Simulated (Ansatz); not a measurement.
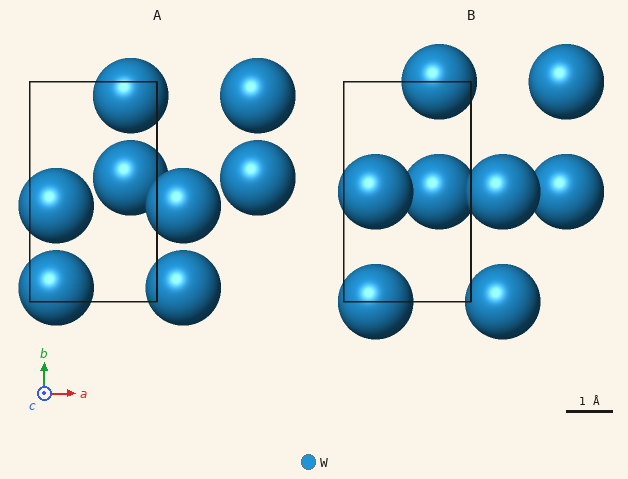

Two geometries of solid W (set up in Pbcm), drawn at one scale. One is the start of a relaxation, the other its converged end. A spheres-only model of the cell of the calculation, repeated 2 × 1 × 1 with one cell outlined, seen along the c axis.

Theory: Ansatz, Kohn-Sham DFT of a periodic cell, PBE, Ansatz PAW. Settings: plane-wave cutoff 420 eV; k-point mesh 7 × 5 × 5; occupations fermi-dirac; smearing width 0.05 eV; no spin polarisation; atoms relaxed in a fixed cell; force threshold 0.01 eV/Å; at most 40 steps.

Question: Which geometry has the lower energy?

Answer: Structure B is the relaxed one. The run lets the atoms move in a fixed cell. After 4 accepted moves (5 points after the start) the energy has fallen by 127 meV per atom. The largest force component goes from 0.018 to 0.0066 eV/Å. The line search rejected the trial step at point 4 of the run. The largest moves, 0.33 Å, are those of W atoms. The cell doesn't change. Near-neighbour distances that change, for instance: W–W 3.060 → 3.459 Å, W–W 3.025 → 2.835 Å, W–W 2.937 → 2.809 Å, W–W 2.695 → 2.808 Å. The space group (tolerance 0.01 Å) goes from Pbcm (No. 57) to Fmmm (No. 69).
